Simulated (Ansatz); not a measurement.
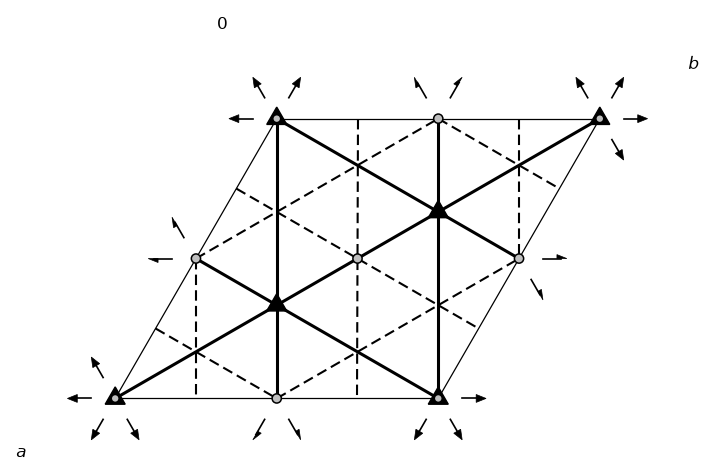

Symmetry elements of a space group, projected down c, computed from the operations of a computed or model structure of composition TiTe2.

Symbols follow the International Tables: origin at the upper left, the third axis towards the viewer; heavy, dashed, dotted, dash-dotted and dash-dot-dot lines are mirror, in-plane glide, out-of-plane glide, diagonal (n; with arrows d) and double (e) glide planes seen edge on; arrows at the rim are 2 (full head) and 2₁ (half head) axes in the plane; the corner sign is a plane parallel to the page; fractions are heights. Handed screw axes carry their printed symbol instead of tails.

### Identify the space group.

No. 164, P-3m1; primitive trigonal (hexagonal lattice), point group -3m, 12 general positions a cell.

### List the elements shown.

−3 axes along c at (0, 0); 3 axes along c at (1/3, 2/3), (2/3, 1/3); inversion centres at (0, 0), (0, 1/2), (1/2, 0), (1/2, 1/2); mirror planes holding c and [1 2 0] or [2 1 0] or [−1 1 0]; in-plane glide planes holding c and [1 2 0] or [2 1 0] or [−1 1 0]; 2 axes along [1 1 0] at height 0; 2 axes along a at height 0; 2 axes along b at height 0; 2₁ axes along [1 1 0] at height 0; 2₁ axes along a at height 0; 2₁ axes along b at height 0. Heights repeat every half period; positions are (a, b) fractions, modulo 1.

### Write the general positions (in any order).

x, y, z
−x, −y, −z
−y, x−y, z
y, −x+y, −z
−x+y, −x, z
x−y, x, −z
y, x, −z
−y, −x, z
x−y, −y, −z
−x+y, y, z
−x, −x+y, −z
x, x−y, z
